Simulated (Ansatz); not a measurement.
## A series of single points on AlRu

System: AlRu (Pmmm, 2 atoms in the cell).
Method: DFT PBEsol, scalar-relativistic, plane waves, PAW, no spin polarisation (Ansatz 0.2.0).

The 5 runs differ only in the geometry, by a strain of the cell at fixed fractional positions. Against run 3, the strain is εxx = −0.93 η and εyy = η. The structure derives from an entry of the Crystallography Open Database.

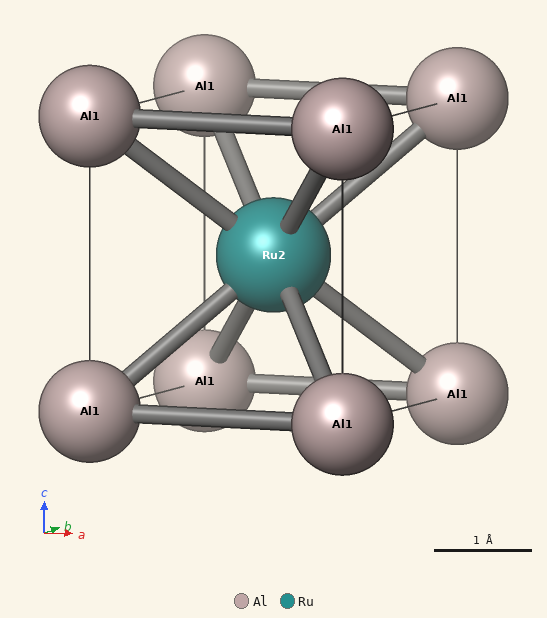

Figure 1. The structure of run 3 (ball-and-stick view of the cell of the calculation, set on other vectors, seen slightly off an axis; atoms are numbered from 1 in the order of the input). An atom can appear more than once, as a periodic image.

### Input of run 3
```yaml
crystal:
  lattice:
    - [3.0880231162, 0.0, 0.0]
    - [0.0, 2.8647925294, 0.0]
    - [0.0, 0.0, 2.9764078228]
  atoms:
    - { symbol: Al, position: [0.0, 0.0, 0.0] }
    - { symbol: Ru, position: [0.5, 0.5, 0.5] }
basis:
  ecutwfc: 420
kpoints:
  mp_grid: { grid: [20, 20, 20] }
hamiltonian:
  xc: pbesol
scf:
  occupations: { method: gaussian, width: 0.15 }
output:
  forces: true
  stress: true
  eigenvalues: true
```

Command:
```bash
ansatz run input.yaml --threads 1 --pin off --max-ram 2560MiB --backend cpu --events-out ev --progress --plain --runs-dir out
```

Run 4 differs from it as follows:
```diff
-    - [3.0880231162, 0.0, 0.0]
-    - [0.0, 2.8647925294, 0.0]
+    - [2.7531772361, 0.0, 0.0]
+    - [0.0, 3.1996384095, 0.0]
```

### Results, with one run withheld

```csv
run,strain parameter η (%),"free energy per atom, from the lowest run given (meV)",pressure (GPa)
1,−5.8390,118.44,5.27
2,−1.9429,26.90,1.80
3,0.0000,0.00,0.78
4,11.6883,?,?
5,19.4805,340.25,14.77
```

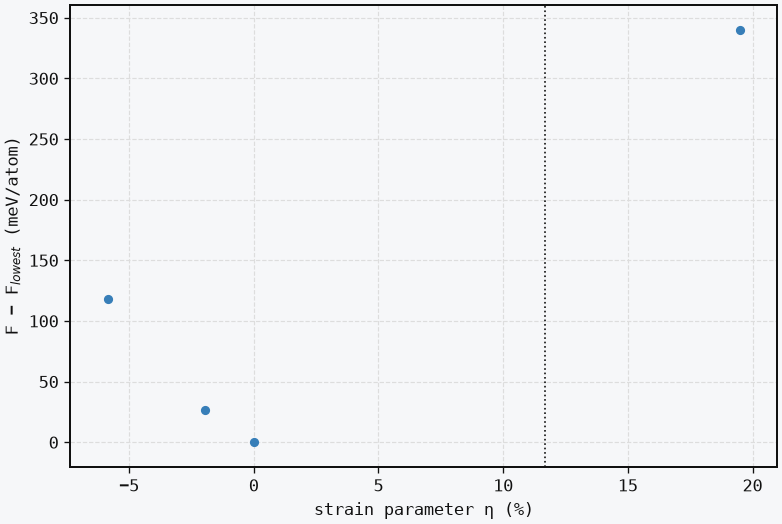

Figure 2. Free energy per atom of the runs given; the dotted line marks run 4.

What should run 4 give?

A quadratic polynomial in the coordinate, fitted to the 4 runs given, misses them by at most 0.76 meV per atom. With x = η − 2.9246, it reads F = −21.748 − 2.8757 x + 1.4944 x² (meV per atom). At run 4 it gives 67.82 meV per atom, and the run itself gives 66.21. The fit has its minimum at η = 3.8868 %. The miss comes from the order of the polynomial or from scatter in that run; these data can't tell which.

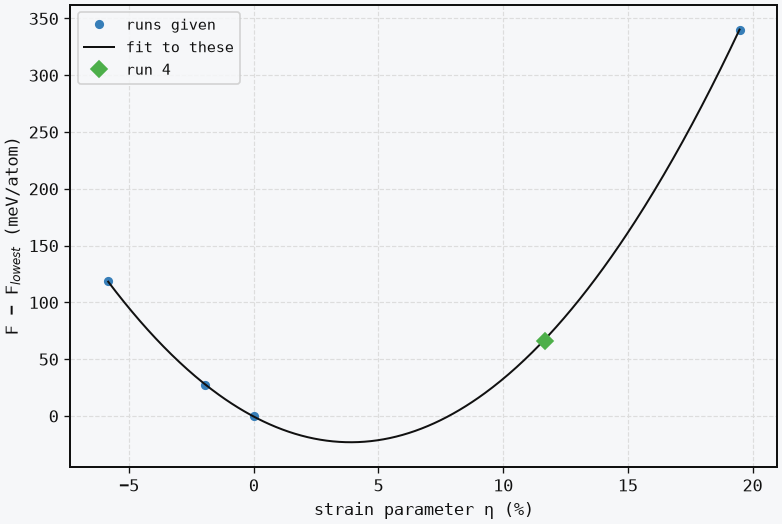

Figure 3. The fit and the withheld run.

### Output, shortened to warnings, some set-up lines, iterations and results (run 4)
```
Basis set: ecut = 420 eV, 515 PW (Γ), exchange–correlation on 40×48×40 points (8 copies of the dense FFT grid, shifted against one another)
Symmetry: 8 space group operations
k-points: 1331 of 8000
Initial density: superposition of atomic densities (neutral atoms: chi_scale 0, normalization atom), corrected by the library's trained network
[...]
SCF iter   1: F=—  HF=-6342.145855 eV  |F-HF|=—  |Δ(HF+E_count)|=         —  Δρ=9.08e-3  dr2=2.41e-2  ethr=1.77e-3  ⟨swp⟩=5.0  Hψ=94053  notcnv=0
SCF iter   2: F=—  HF=-6342.142277 eV  |F-HF|=—  |Δ(HF+E_count)|=   3.58e-3  Δρ=5.10e-3  dr2=8.62e-3  ethr=1.27e-4  ⟨swp⟩=1.1  Hψ=29389  notcnv=0
SCF iter   3: F=—  HF=-6342.140382 eV  |F-HF|=—  |Δ(HF+E_count)|=   1.89e-3  Δρ=5.13e-4  dr2=6.28e-5  ethr=4.53e-5  ⟨swp⟩=2.4  Hψ=27520  notcnv=0
SCF iter   4: F=—  HF=-6342.140379 eV  |F-HF|=—  |Δ(HF+E_count)|=   3.02e-6  Δρ=1.28e-4  dr2=3.33e-6  ethr=3.31e-7  ⟨swp⟩=2.0  Hψ=27276  notcnv=0
SCF iter   5: F=—  HF=-6342.140379 eV  |F-HF|=—  |Δ(HF+E_count)|=   3.48e-7  Δρ=4.79e-5  dr2=4.21e-7  ethr=1.75e-8  ⟨swp⟩=2.8  Hψ=31000  notcnv=0
SCF iter   6: F=-6342.140379 eV  HF=-6342.140379 eV  |F-HF|=7.19e-10  |Δ(HF+E_count)|=   1.43e-7  Δρ=3.35e-6  dr2=9.08e-10  ethr=5.26e-10  ⟨swp⟩=4.8  Hψ=69761  notcnv=0
SCF 1 converged in 6 iterations: F = -6342.140379 eV  dr2 = 9.08e-10
SCF converged after 6 iterations
Free energy (F): -6342.140379 eV
Harris-Foulkes:  -6342.140379 eV  (|F-HF|=7.19e-10)
Internal energy: -6342.123928 eV  (E = F + TS)
E sigma→0 (E₀):  -6342.132153 eV
Entropy (-TS):   -0.016451 eV (-8.225 meV/atom)
Fermi energy:    16.543955 eV
--- Per-component energies (eV) ---
  E_band       = -114.397681
  E_kinetic    = 544.373770
  E_local      = -1793.334558  (includes V_loc(G=0)·N_el)
  E_nonlocal   = 356.832100
  E_hartree    = 638.182854
  E_xc         = -231.184304
  E_vxc        = -270.839057  (∫ρ·V_xc dr)
  E_paw        = -3855.488409  (= ΣΔE_a)
  E_vpaw       = -227.795486  (= ΣTr[D̂ρ^β])
  E_aug_tail   = -0.000190  (compensation charges beyond the density's cutoff)
  E_ewald      = -2001.777626
  E_core_change = 0.272435  (= ΣΔE_core)
  E_smearing   = -0.016451  (= −TS)
  E_closure    = -0.000000  (closes the sum)
  Σ components = -6342.140379   (vs F -6342.140379, Δ=0.00e0)
--- Forces (eV/Å), atoms counted from 1 ---
  atom   1  Al     0.00000000     0.00000000     0.00000000
  atom   2  Ru    -0.00000000     0.00000000     0.00000000
  max |Σ_I F_I| component: 1.24e-29 eV/Å
--- Stress (GPa, compression-positive) ---
       19.026985      -0.000000       0.000000
       -0.000000      -9.876667      -0.000000
        0.000000      -0.000000       0.725398
  P = ⅓ Tr σ = 3.2919 GPa (32.919 kbar)
```
